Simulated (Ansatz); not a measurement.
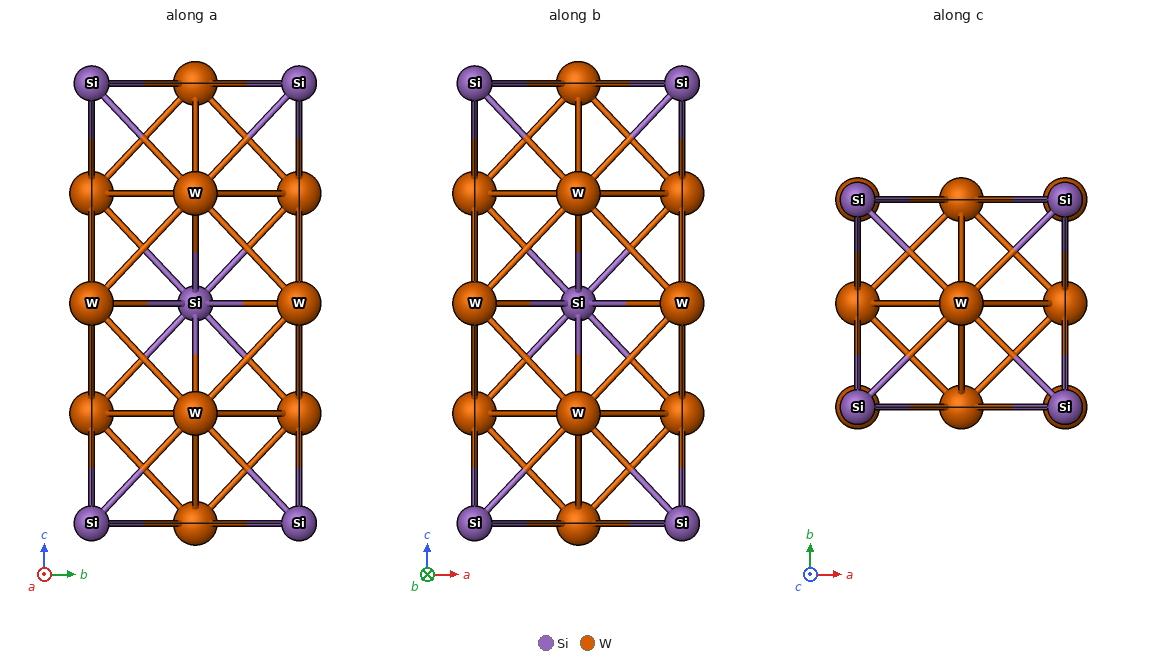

The figure gives a ball-and-stick picture of the atoms, viewed along the a axis, along the b axis and along the c axis. One conventional unit cell is framed, with atoms on its boundary repeated.

Bonds shown: Si–W up to 3.55 Å, W–W up to 2.98 Å (cut-off distances).

The composition is SiW3.

Give the coordination environment of Si.

Twelve W in a cuboctahedral arrangement.

Does the bonding give isolated units, chains, sheets or a framework?

The bonds build a three-dimensional framework.

Starting structure: a textbook structure type filled with these elements (whether it is the usual form wasn't checked). Cell shown after relaxation with DFT PBE, scalar-relativistic, plane waves, PAW (Ansatz).
